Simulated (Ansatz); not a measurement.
The calculation's input:

```
crystal:
  lattice:
    - [-1.5770698836, -8.1946954965, 0.0]
    - [7.885349418, 2.7315651655, 0.0]
    - [0.0, 0.0, 12.1450302921]
  atoms:
    - { symbol: W, position: [0.4761904762, 0.0952380952, 0.7501964938] }
    - { symbol: W, position: [0.619047619, 0.5238095238, 0.7501964938] }
    - { symbol: W, position: [0.1904761905, 0.2380952381, 0.7501964938] }
    - { symbol: W, position: [0.7619047619, 0.9523809524, 0.7501964938] }
    - { symbol: W, position: [0.3333333333, 0.6666666667, 0.7501964938] }
    - { symbol: W, position: [0.9047619048, 0.380952381, 0.7501964938] }
    - { symbol: W, position: [0.0476190476, 0.8095238095, 0.7501964938] }
    - { symbol: W, position: [0.6666666667, 0.3333333333, 0.2498035062] }
    - { symbol: W, position: [0.8095238095, 0.7619047619, 0.2498035062] }
    - { symbol: W, position: [0.380952381, 0.4761904762, 0.2498035062] }
    - { symbol: W, position: [0.9523809524, 0.1904761905, 0.2498035062] }
    - { symbol: W, position: [0.5238095238, 0.9047619048, 0.2498035062] }
    - { symbol: W, position: [0.0952380952, 0.619047619, 0.2498035062] }
    - { symbol: W, position: [0.2380952381, 0.0476190476, 0.2498035062] }
    - { symbol: S, position: [0.619047619, 0.5238095238, 0.1201425056] }
    - { symbol: S, position: [0.1904761905, 0.2380952381, 0.1201425056] }
    - { symbol: S, position: [0.7619047619, 0.9523809524, 0.1201425056] }
    - { symbol: S, position: [0.3333333333, 0.6666666667, 0.1201425056] }
    - { symbol: S, position: [0.9047619048, 0.380952381, 0.1201425056] }
    - { symbol: S, position: [0.0476190476, 0.8095238095, 0.1201425056] }
    - { symbol: S, position: [0.6666666667, 0.3333333333, 0.6205429627] }
    - { symbol: S, position: [0.8095238095, 0.7619047619, 0.6205429627] }
    - { symbol: S, position: [0.380952381, 0.4761904762, 0.6205429627] }
    - { symbol: S, position: [0.9523809524, 0.1904761905, 0.6205429627] }
    - { symbol: S, position: [0.5238095238, 0.9047619048, 0.6205429627] }
    - { symbol: S, position: [0.0952380952, 0.619047619, 0.6205429627] }
    - { symbol: S, position: [0.2380952381, 0.0476190476, 0.6205429627] }
    - { symbol: S, position: [0.4761904762, 0.0952380952, 0.3794570373] }
    - { symbol: S, position: [0.619047619, 0.5238095238, 0.3794570373] }
    - { symbol: S, position: [0.1904761905, 0.2380952381, 0.3794570373] }
    - { symbol: S, position: [0.7619047619, 0.9523809524, 0.3794570373] }
    - { symbol: S, position: [0.3333333333, 0.6666666667, 0.3794570373] }
    - { symbol: S, position: [0.9047619048, 0.380952381, 0.3794570373] }
    - { symbol: S, position: [0.0476190476, 0.8095238095, 0.3794570373] }
    - { symbol: S, position: [0.6666666667, 0.3333333333, 0.8798574944] }
    - { symbol: S, position: [0.8095238095, 0.7619047619, 0.8798574944] }
    - { symbol: S, position: [0.380952381, 0.4761904762, 0.8798574944] }
    - { symbol: S, position: [0.9523809524, 0.1904761905, 0.8798574944] }
    - { symbol: S, position: [0.5238095238, 0.9047619048, 0.8798574944] }
    - { symbol: S, position: [0.0952380952, 0.619047619, 0.8798574944] }
    - { symbol: S, position: [0.2380952381, 0.0476190476, 0.8798574944] }
  host:
    lattice:
      - [3.1541397672, 0.0, 0.0]
      - [-1.5770698836, 2.7315651655, 0.0]
      - [0.0, 0.0, 12.1450302921]
    atoms:
      - { symbol: W, position: [0.3333333333, 0.6666666667, 0.7501964938] }
      - { symbol: W, position: [0.6666666667, 0.3333333333, 0.2498035062] }
      - { symbol: S, position: [0.3333333333, 0.6666666667, 0.1201425056] }
      - { symbol: S, position: [0.6666666667, 0.3333333333, 0.6205429627] }
      - { symbol: S, position: [0.3333333333, 0.6666666667, 0.3794570373] }
      - { symbol: S, position: [0.6666666667, 0.3333333333, 0.8798574944] }
basis:
  ecutwfc: 420
  xc_grid: 2
kpoints:
  mp_grid: { grid: [2, 2, 2], shift: [0.0, 0.0, 0.0] }
hamiltonian:
  xc: pbe
  dispersion: d3bj
scf:
  occupations: { method: gaussian, width: 0.01 }
output:
  forces: true
  stress: false
  eigenvalues: true
  charged_corrections:
    defect_position: [0.47619048, 0.0952381, 0.12014251]
    epsilon: [[14.1706, 0.0, 0.0], [0.0, 14.1706, 0.0], [0.0, 0.0, 6.6521]]
  write_density: true
  write_potential: true
  elf: true
  volumetric_format: npy
relax:
  adjacent_minimum: "off"
  f_tol: 0.025
  max_steps: 45
```

Launched as:

```sh
ansatz run input.yaml --threads 4 --pin off --max-ram 10240MiB --backend cpu --events-out ev --progress --plain --runs-dir out
```

The fields are those of the run's last geometry, not of the input's.

Method: DFT PBE+D3(BJ), scalar-relativistic, plane waves, PAW in Ansatz 0.2.0.

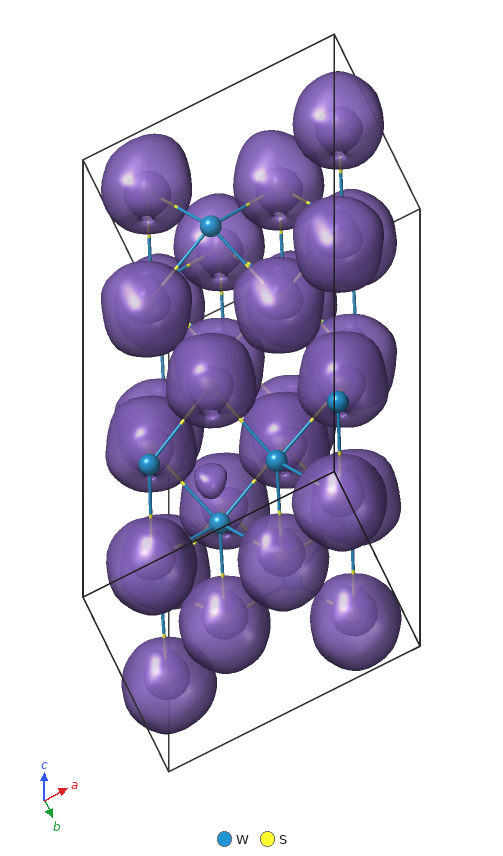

W14S27 (cell with a defect). Isosurface of the ELF at 0.7 (purple), seen at an oblique angle. Core shells and regions of very low density are left out. Sticks mark near contacts.

Core electrons are frozen (PAW), and the valence fields are smoothed inside the atomic spheres.

What do the ELF domains correspond to?

At this value the surface marks out 27 regions wrapped around S (the valence shell of each) and one pocket between the atoms, centred on no nucleus (multi-centre or interstitial), counted in one cell of 41 atoms. Regions shared between cells count once. Profiles from the grid: W–S (2.38 Å): the ELF peaks at about 0.85 in the valence shell of S, 0.8 Å from its nucleus, and is about 0.45 at the midpoint. W–S (2.43 Å): the ELF peaks at about 0.85 in the valence shell of S, 0.8 Å from its nucleus, and is about 0.45 at the midpoint.
